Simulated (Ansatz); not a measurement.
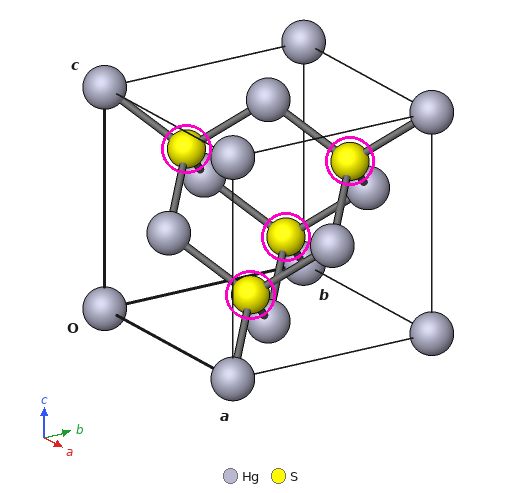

For HgS, coordinates from a relaxation with Ansatz 0.2.0, DFT PBE, spin-orbit coupling, plane waves, PAW; the starting structure was generated, so it need not be a known form of this composition: one unit cell; the ringed atoms, with their copies on corners, edges and faces, form one crystallographic orbit. The drawing is computed from the coordinates (standard cell, symmetry found to 0.002 Å).

a = 5.965 Å, b = 5.965 Å, c = 5.965 Å, α = 90.00°, β = 90.00°, γ = 90.00°; space group F-43m (No. 216).

**Which Wyckoff position do the ringed atoms fill?**

S on 4d, site symmetry -43m: 96 operations a cell over 24 that keep the site give 4 atoms, with 0 free parameters.

**List their coordinates.**

(1/4, 1/4, 3/4); (1/4, 3/4, 1/4); (3/4, 1/4, 1/4); (3/4, 3/4, 3/4).
